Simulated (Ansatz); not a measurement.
## Cu: geometry relaxation (part 2 of 2)

The same run, continued: Cu (1 atom in the cell); DFT PBE, scalar-relativistic, plane waves, PAW, no spin polarisation (Ansatz 0.2.0); cutoff 420 eV, 20×20×20 k-mesh, Gaussian smearing of 0.1 eV. The structure derives from a Materials Project entry.

What the program printed, continued:
```
SCF iter   1: F=—  HF=-6625.175850 eV  |F-HF|=—  |Δ(HF+E_count)|=         —  Δρ=1.42e-4  dr2=1.54e-6  ethr=8.00e-9  ⟨swp⟩=1.8  Hψ=21106  notcnv=0
preconditioner: auto → none  [metal: Δε(μ)=0.064 eV  Ē_g=16.899 eV  σ=0.100 eV  W_gap=0.33  n_scr=0 (ndim 8)  ℏωp=35.6 eV  f_vac=0.000  D(μ)=0.27/eV (n_scr^D=0)]
SCF iter   2: F=—  HF=-6625.175849 eV  |F-HF|=—  |Δ(HF+E_count)|=   1.17e-6  Δρ=1.10e-5  dr2=9.37e-9  ethr=8.00e-9  ⟨swp⟩=2.2  Hψ=4881  notcnv=0
iter 3 did not close the SCF: its close was put off for the readings that it lacked (scf_convergence_deferred on its scf_iter line)
SCF iter   3: F=-6625.175849 eV  HF=-6625.175849 eV  |F-HF|=3.76e-9  |Δ(HF+E_count)|=   1.20e-8  Δρ=7.75e-6  dr2=6.07e-9  ethr=4.93e-11  ⟨swp⟩=2.5  Hψ=5898  notcnv=0
iter 4 did not close the SCF: its close was put off for the readings that it lacked (scf_convergence_deferred on its scf_iter line)
SCF iter   4: F=-6625.175849 eV  HF=-6625.175849 eV  |F-HF|=5.09e-11  |Δ(HF+E_count)|=   1.57e-9  Δρ=8.57e-7  dr2=2.19e-11  ethr=3.20e-11  ⟨swp⟩=2.1  Hψ=4993  notcnv=0
iter 5 did not close the SCF: its close was put off for the readings that it lacked (scf_convergence_deferred on its scf_iter line)
SCF iter   5: F=-6625.175849 eV  HF=-6625.175849 eV  |F-HF|=9.09e-13  |Δ(HF+E_count)|=  6.91e-11  Δρ=4.04e-8  dr2=1.58e-13  ethr=1.00e-12  ⟨swp⟩=1.1  Hψ=3637  notcnv=0
SCF iter   6: F=-6625.175849 eV  HF=-6625.175849 eV  |F-HF|=9.09e-13  |Δ(HF+E_count)|=  9.09e-13  Δρ=3.10e-9  dr2=2.15e-16  ethr=1.00e-12  ⟨swp⟩=3.1  Hψ=12854  notcnv=0
SCF 6 converged in 6 iterations: F = -6625.175849 eV  dr2 = 2.15e-16
relax step   6: F+E_penalty+E_count = -6625.17584875 eV  Δ(F+E_penalty+E_count) = -4.164e-6 eV  max|allowed force component| = 0.000e0 eV/Å  Δτ_max = 0.0000 Å  P = -0.000 GPa  Ω = 11.956 Å³  energy of the carried Pulay correction = +3.424e-6 eV  (6 SCF iters, accepted)
iter 1 solved again at ethr=2.46e-10 eV; its pass at ethr=3.10e-3 eV (dr2=4.67e-8 eV) is discarded
SCF iter   1: F=—  HF=-6625.175850 eV  |F-HF|=—  |Δ(HF+E_count)|=         —  Δρ=3.39e-7  dr2=7.73e-12  ethr=2.46e-10  ⟨swp⟩=4.1  Hψ=30994  notcnv=0
preconditioner: auto → none  [metal: Δε(μ)=0.064 eV  Ē_g=16.900 eV  σ=0.100 eV  W_gap=0.33  n_scr=0 (ndim 8)  ℏωp=35.6 eV  f_vac=0.000  D(μ)=0.27/eV (n_scr^D=0)]
iter 2 did not close the SCF: its close was put off for the readings that it lacked (scf_convergence_deferred on its scf_iter line)
SCF iter   2: F=-6625.175849 eV  HF=-6625.175849 eV  |F-HF|=8.19e-12  |Δ(HF+E_count)|=   8.52e-7  Δρ=3.40e-7  dr2=7.58e-12  ethr=1.00e-12  ⟨swp⟩=1.9  Hψ=4525  notcnv=0
iter 3 did not close the SCF: its close was put off for the readings that it lacked (scf_convergence_deferred on its scf_iter line)
SCF iter   3: F=-6625.175849 eV  HF=-6625.175849 eV  |F-HF|=0.00e0  |Δ(HF+E_count)|=  9.09e-13  Δρ=1.59e-7  dr2=1.69e-12  ethr=1.00e-12  ⟨swp⟩=1.0  Hψ=3584  notcnv=0
iter 4 did not close the SCF: its close was put off for the readings that it lacked (scf_convergence_deferred on its scf_iter line)
SCF iter   4: F=-6625.175849 eV  HF=-6625.175849 eV  |F-HF|=1.82e-12  |Δ(HF+E_count)|=    0.00e0  Δρ=9.66e-8  dr2=6.28e-13  ethr=1.00e-12  ⟨swp⟩=1.0  Hψ=3584  notcnv=0
iter 5 did not close the SCF: its close was put off for the readings that it lacked (scf_convergence_deferred on its scf_iter line)
SCF iter   5: F=-6625.175849 eV  HF=-6625.175849 eV  |F-HF|=9.09e-13  |Δ(HF+E_count)|=  9.09e-13  Δρ=5.99e-8  dr2=2.42e-13  ethr=1.00e-12  ⟨swp⟩=1.0  Hψ=3584  notcnv=0
SCF iter   6: F=-6625.175849 eV  HF=-6625.175849 eV  |F-HF|=1.82e-12  |Δ(HF+E_count)|=    0.00e0  Δρ=3.46e-8  dr2=8.00e-14  ethr=1.00e-12  ⟨swp⟩=2.5  Hψ=11118  notcnv=0
SCF 7 converged in 6 iterations: F = -6625.175849 eV  dr2 = 8.00e-14
relax step   7: F+E_penalty+E_count = -6625.17584875 eV  Δ(F+E_penalty+E_count) = -2.728e-12 eV  max|allowed force component| = 0.000e0 eV/Å  Δτ_max = 0.0000 Å  P = -0.001 GPa  Ω = 11.956 Å³  stress off target by 7.84e-4 GPa  SCF on the basis re-selected at this cell (its energy is not comparable with the rows above)  (6 SCF iters)
```

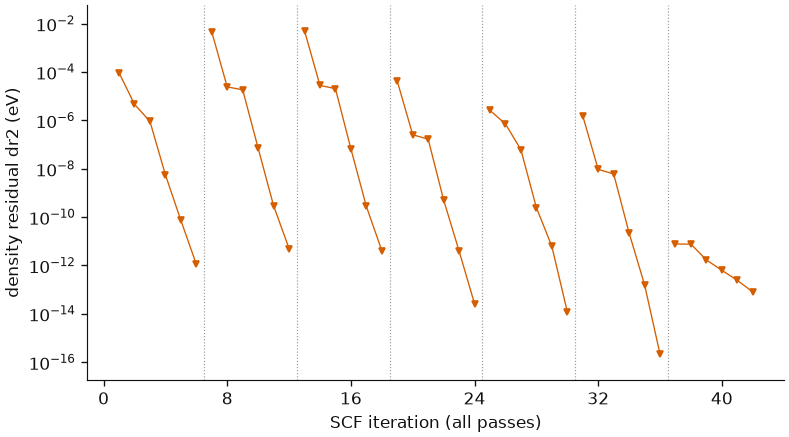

Figure 1. Convergence of the self-consistent field: density residual dr2 against the SCF iteration. The dotted lines part the SCF passes of the relaxation: geometry steps, rejected trials and re-solves on a re-selected basis. The 7 passes take 6 iterations each, 42 in all.

```
basis re-selected at this cell: Δ(F+E_penalty+E_count) = -2.728e-12 eV, ΔP = -0.001 GPa vs the last step (what re-selecting the basis moved, of the pressure what is left beyond the Pulay correction that the steps carried, after the strain that the cell walked since its last selection, with what the two solves' SCF thresholds leave and, on support functions, any second-order correction that the steps lacked; it is no measure of the basis error at this ecutwfc). This SCF's stress stands 7.84e-4 GPa from its target on what of the cell is left free (relax.cell.stress_tol is 5.00e-2 GPa) and its largest allowed force component is 0.00e0 eV/Å (relax.f_tol is 5.00e-3 eV/Å): within both
SCF converged after 6 iterations
Free energy (F): -6625.175849 eV
Harris-Foulkes:  -6625.175849 eV  (|F-HF|=1.82e-12)
Internal energy: -6625.174485 eV  (E = F + TS)
E sigma→0 (E₀):  -6625.175167 eV
Entropy (-TS):   -0.001364 eV (-1.364 meV/atom)
Fermi energy:    16.481943 eV
--- Per-component energies (eV) ---
  E_band       = -363.658037
  E_kinetic    = 299.801326
  E_local      = -4072.972784  (includes V_loc(G=0)·N_el)
  E_nonlocal   = 389.923555
  E_hartree    = 1793.549433
  E_xc         = -89.481678
  E_vxc        = -115.469006  (∫ρ·V_xc dr)
  E_paw        = -1662.984260  (= ΣΔE_a)
  E_vpaw       = -452.040262  (= ΣTr[D̂ρ^β])
  E_aug_tail   = 0.000244  (compensation charges beyond the density's cutoff)
  E_ewald      = -3283.010321
  E_smearing   = -0.001364  (= −TS)
  E_closure    = 0.000000  (closes the sum)
  Σ components = -6625.175849   (vs F -6625.175849, Δ=0.00e0)
--- Forces (eV/Å), atoms counted from 1 ---
  atom   1  Cu     0.00000000    -0.00000000    -0.00000000
  max |Σ_I F_I| component: 4.73e-30 eV/Å
--- Stress (GPa, compression-positive) ---
       -0.000784       0.000000       0.000000
        0.000000      -0.000784       0.000000
        0.000000       0.000000      -0.000784
  P = ⅓ Tr σ = -0.0008 GPa (-0.008 kbar)
--- Band table (eV; the first three rows and the last of 256) ---
  k-point 0: bands = ["-96.0381", "-53.3530", "-53.3530", "-53.3530", "7.1886", "13.5424", "13.5424", "13.5424", "14.3600", "14.3600", "39.0127", "41.4192", "41.4192", "41.4192"]
  k-point 1: bands = ["-96.0377", "-53.3555", "-53.3534", "-53.3534", "7.2792", "13.5231", "13.5598", "13.5598", "14.3531", "14.3531", "38.4833", "40.2452", "41.1163", "41.1163"]
  k-point 2: bands = ["-96.0368", "-53.3627", "-53.3544", "-53.3544", "7.5484", "13.4694", "13.6063", "13.6063", "14.3376", "14.3376", "36.3979", "39.6822", "40.5283", "40.5283"]
  k-point 255: bands = ["-96.0208", "-53.4213", "-53.4213", "-53.3928", "12.4341", "13.0341", "13.0341", "14.3177", "15.0683", "22.6386", "22.6386", "24.7476", "25.1419", "44.4828"]
--- Relaxed structure (5 steps of the walk, 5 accepted, 2 SCFs on fresh bases) ---
  F+E_penalty+E_count = -6625.17584875 eV   max|allowed force component| = 0.000e0 eV/Å   (the final SCF, on the basis selected at the relaxed cell)
  cell:  # Å, volume = 11.9561 Å³
    - [-2.8104161440813696e-34, 1.8149014085735116, 1.8149014085735116]
    - [1.8149014085735116, -7.86598056859517e-34, 1.8149014085735116]
    - [1.8149014085735116, 1.8149014085735116, -5.174987220909576e-35]
  atoms:
    - { symbol: Cu, position: [0.0, 0.0, 0.0] }
```

Trajectory as extended XYZ (Å, eV, eV/Å), 7 frames, from step=1 to step=7:
```
1
Lattice="0.0000 1.7887 1.7887 1.7887 0.0000 1.7887 1.7887 1.7887 0.0000" Properties=species:S:1:pos:R:3:forces:R:3 step=1 energy=-6625.16542 pressure_GPa=6.85
Cu    0.0000    0.0000    0.0000    0.0000   0.0000   0.0000
1
Lattice="0.0000 1.8011 1.8011 1.8011 0.0000 1.8011 1.8011 1.8011 0.0000" Properties=species:S:1:pos:R:3:forces:R:3 step=2 energy=-6625.17283 pressure_GPa=3.45
Cu    0.0000    0.0000    0.0000    0.0000   0.0000   0.0000
1
Lattice="0.0000 1.8139 1.8139 1.8139 0.0000 1.8139 1.8139 1.8139 0.0000" Properties=species:S:1:pos:R:3:forces:R:3 step=3 energy=-6625.17550 pressure_GPa=0.27
Cu    0.0000    0.0000    0.0000    0.0000   0.0000   0.0000
1
Lattice="0.0000 1.8151 1.8151 1.8151 0.0000 1.8151 1.8151 1.8151 0.0000" Properties=species:S:1:pos:R:3:forces:R:3 step=4 energy=-6625.17550 pressure_GPa=-0.00
Cu    0.0000    0.0000    0.0000    0.0000   0.0000   0.0000
1
Lattice="0.0000 1.8151 1.8151 1.8151 0.0000 1.8151 1.8151 1.8151 0.0000" Properties=species:S:1:pos:R:3:forces:R:3 step=5 energy=-6625.17584 pressure_GPa=-0.05
Cu    0.0000    0.0000    0.0000    0.0000   0.0000   0.0000
1
Lattice="0.0000 1.8149 1.8149 1.8149 0.0000 1.8149 1.8149 1.8149 0.0000" Properties=species:S:1:pos:R:3:forces:R:3 step=6 energy=-6625.17585 pressure_GPa=-0.00
Cu    0.0000    0.0000    0.0000    0.0000   0.0000   0.0000
1
Lattice="0.0000 1.8149 1.8149 1.8149 0.0000 1.8149 1.8149 1.8149 0.0000" Properties=species:S:1:pos:R:3:forces:R:3 step=7 energy=-6625.17585 pressure_GPa=-0.00
Cu    0.0000    0.0000    0.0000    0.0000   0.0000   0.0000
```

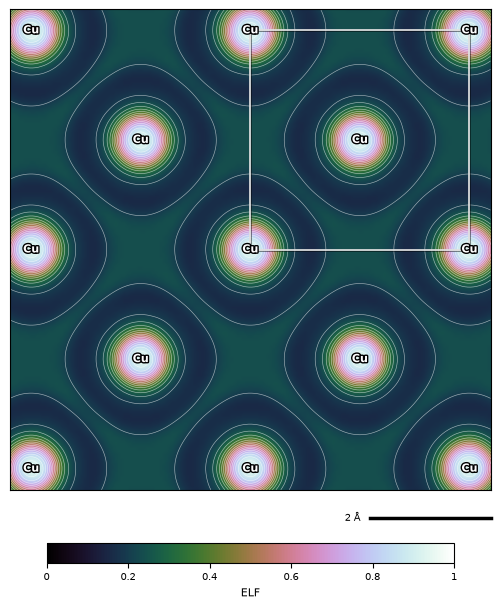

Figure 2. Electron localisation function on the (100) plane of the conventional cell. The section cuts through Cu sites. Cu–Cu (2.57 Å): the ELF is about 0.20 at the midpoint; no localised pair between them. The strong features right at Cu lie inside the PAW spheres (semicore, d or f shells) and say nothing about bonding. In a PAW calculation such maps are meaningful between the atoms, not at the nuclei.

The run was set up as follows.

The input:
```yaml
crystal:
  lattice:
    - [0.0, 1.78871534, 1.78871534]
    - [1.78871534, 0.0, 1.78871534]
    - [1.78871534, 1.78871534, 0.0]
  atoms:
    - { symbol: Cu, position: [0.0, 0.0, 0.0] }
basis:
  ecutwfc: 420
kpoints:
  mp_grid: { grid: [20, 20, 20] }
hamiltonian:
  xc: pbe
scf:
  occupations: { method: gaussian, width: 0.1 }
output:
  forces: true
  stress: true
  eigenvalues: true
  write_density: true
  write_potential: true
  elf: true
  volumetric_format: npy
relax:
  adjacent_minimum: "off"
  f_tol: 0.005
  max_steps: 80
  cell: { stress_tol: 0.05 }
```

Run as:
```bash
ansatz run input.yaml --threads 8 --pin off --max-ram 20480MiB --backend cpu --events-out ev --progress --plain --runs-dir out
```

Summary:

```csv
quantity,value
outcome,converged
space group (tolerance 0.01 Å),Fm-3m (225)
electrons treated,19
free energy,−6625.1758 eV
Fermi energy,16.482 eV
gap on the k-point mesh,none (metallic)
pressure,0.00 GPa
final volume,11.96 Å³
largest force (length of the vector) at the end,under 0.001 eV/Å
final cell,"a = 2.567 Å, b = 2.567 Å, c = 2.567 Å, α = 60.00°, β = 60.00°, γ = 60.00°"
hardware,"8 threads of AMD EPYC (Zen 5), 64 GiB of memory available, shared host"
wall time,1.5 s (CPU time 8.5 s)
peak memory,0.41 GiB
```
